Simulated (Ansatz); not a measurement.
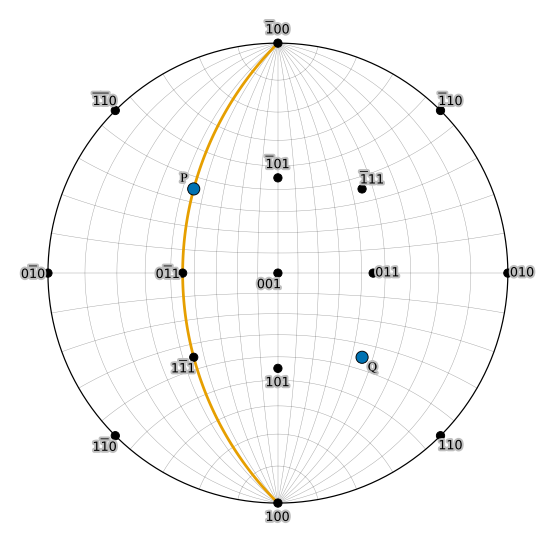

For Si, the end point of a relaxation with DFT PBE, scalar-relativistic, plane waves, PAW (Ansatz 0.2.0): stereographic projection of plane normals (upper hemisphere) centred on (0 0 1). All values are computed from the atomic coordinates in the standard setting (tolerance 0.002 Å).

a = 5.470 Å, b = 5.470 Å, c = 5.470 Å, α = 90.00°, β = 90.00°, γ = 90.00°.

Index the poles marked P, Q.

Answer. P is (−1 −1 1), 54.7° from the centre; Q is (1 1 1), 54.7° from the centre.

Which zone does the coloured great circle trace?

Answer. The zone [0 1 1]: its poles satisfy k + l = 0.

What is the angle between the normals of (0 −1 0) and (0 1 1), and what are their d_hkl = 1/|g|?

Answer. 135.0°; d = 5.470 Å and 3.868 Å.
